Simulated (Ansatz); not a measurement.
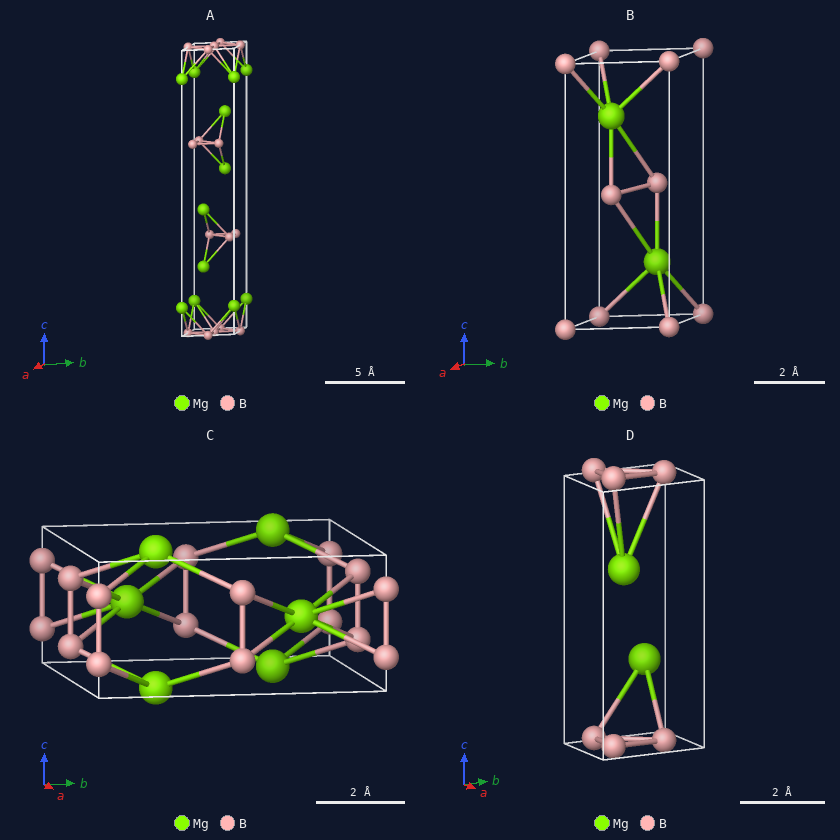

Four structures of Mg$_{2}$B$_{3}$, each relaxed to rest (conventional cells in solid outline, small ones repeated, each panel with its own scale). Method: DFT PBE, scalar-relativistic, plane waves, PAW in Ansatz, without spin polarisation.

**Name the structure in each panel.**

A: 15 atoms a cell on a rhombohedral (trigonal R) lattice, R-3m; B: 5 atoms a cell on a primitive hexagonal lattice, P-3m1; C: 10 atoms a cell on a primitive tetragonal lattice, P4_2/mcm; D: 5 atoms a cell on a primitive hexagonal lattice, P3m1.

**Rank them by energy, lowest first.**

A, then C (+26 meV/atom), D (+85 meV/atom) and B (+303 meV/atom), energies at zero smearing.

**Collect the results in a table.**

| panel | structure | E − E(lowest) (meV/atom) | volume (Å³/atom) | gap (eV) |
| --- | --- | --- | --- | --- |
| A | R-3m | 0 | 12.7 | metal |
| C | P4_2/mcm | 26 | 14.1 | metal |
| D | P3m1 | 85 | 13.3 | metal |
| B | P-3m1 | 303 | 12.1 | metal |

Some of these may be structure types tried for this composition rather than known phases, and the most stable form need not be among them. Gaps are taken on the k-mesh or band path of each run.
